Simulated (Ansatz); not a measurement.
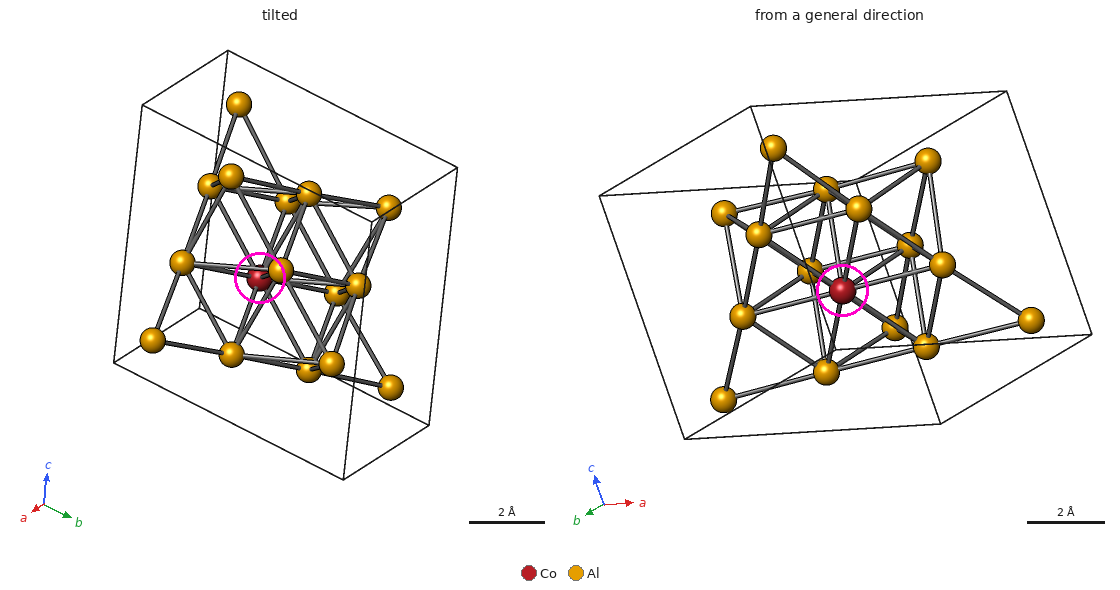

The figure gives a ball-and-stick picture of the atoms, viewed slightly off an axis and from a general direction. Lines trace the edges of the supercell. The host is Al, in a cell of 16 sites, and the cell is neutral. A ring marks the defect's site.

Describe the defect.

Cobalt on an aluminium site (a substitutional impurity). It is bonded to twelve Al in a cuboctahedral arrangement at about 2.8 Å.

The numbers come from Ansatz, DFT PBE, scalar-relativistic, plane waves, PAW, using 420 eV cutoff, a 5×5×5 sampling of the Brillouin zone, Gaussian smearing of 0.1 eV, collinear spins.

Does the defect leave unpaired spin?

Yes, 0.5 μB in the cell.

The atoms were relaxed in the host's cell with DFT PBE, scalar-relativistic, plane waves, PAW in Ansatz 0.2.0.
